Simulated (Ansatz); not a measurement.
Ni

```cif
data_structure
_symmetry_space_group_name_H-M 'P 1'
_symmetry_Int_Tables_number 1
_cell_length_a 4.8807
_cell_length_b 4.8807
_cell_length_c 4.8807
_cell_angle_alpha 90.000
_cell_angle_beta 90.000
_cell_angle_gamma 90.000
_cell_volume 116.26
loop_
_atom_site_label
_atom_site_type_symbol
_atom_site_fract_x
_atom_site_fract_y
_atom_site_fract_z
_atom_site_occupancy
Ni1 Ni 0.75000 0.25000 0.25000 1
Ni2 Ni 0.25000 0.75000 0.25000 1
Ni3 Ni 0.25000 0.25000 0.75000 1
Ni4 Ni 0.75000 0.75000 0.75000 1
Ni5 Ni 0.50000 0.00000 0.00000 1
Ni6 Ni 0.00000 0.50000 0.00000 1
Ni7 Ni 0.00000 0.00000 0.50000 1
Ni8 Ni 0.50000 0.50000 0.50000 1
```

Space group Fd-3m; set up as Ni, diamond; a generated structure, not necessarily the stable one; changed on purpose from its base cell (volume × 0.92); computed pressure about 11 GPa in this cell; spin-polarised.

Method: Ansatz 0.2.0, DFT, m-r2SCAN, plane waves (500 eV) with PAW, scalar-relativistic.

In a PAW calculation such maps are meaningful between the atoms, not at the nuclei.

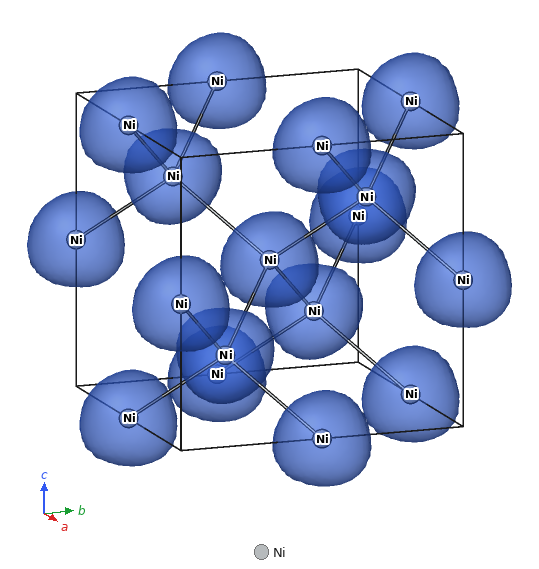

Figure 1. Isosurface of the spin density at +0.05 e/Å³ (blue), seen slightly off an axis. Sticks mark near contacts.

> Where is the spin, and how is it ordered?

The spin density sits on Ni: +0.8 μB (×8) in one cell of 8 atoms: parallel main moments (a ferromagnetic arrangement) in this solution. The cell of the calculation (2 atoms) carries 1.5 μB of net spin moment.

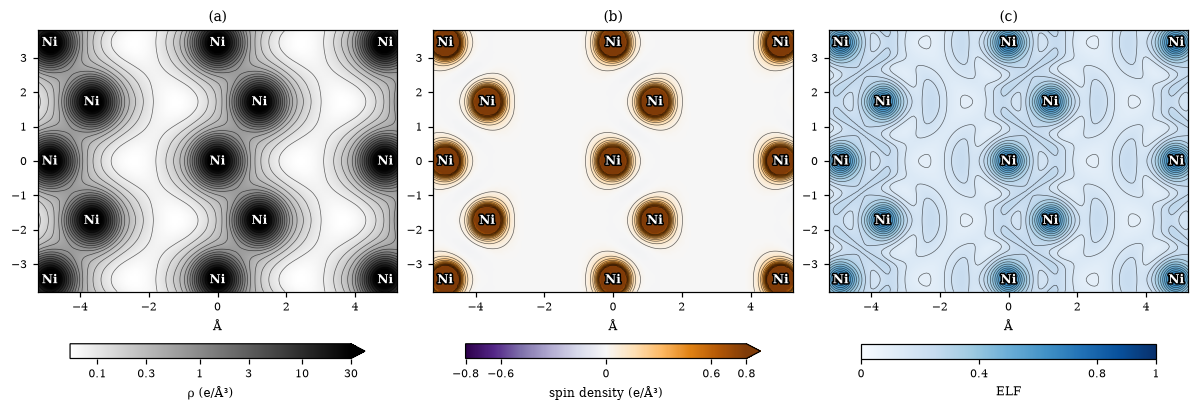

Figure 2. (a) valence pseudo-density; (b) spin density; (c) electron localisation function on the (011) plane of the conventional cell.

> Read the bonding off the picture.

Atoms in the plane: Ni. Ni–Ni (2.11 Å): the density is about 0.64 e/Å³ at the midpoint; the ELF is about 0.25 at the midpoint; no shared electron pair shows on this line. Between the atoms the lowest density in this plane is 0.05 e/Å³. The features right at Ni lie inside the PAW spheres, where the map follows smoothed inner orbitals and isn't to be read closely.

> Does the calculation give a band gap?

It is metallic or semimetallic at this level of theory: no gap opens.
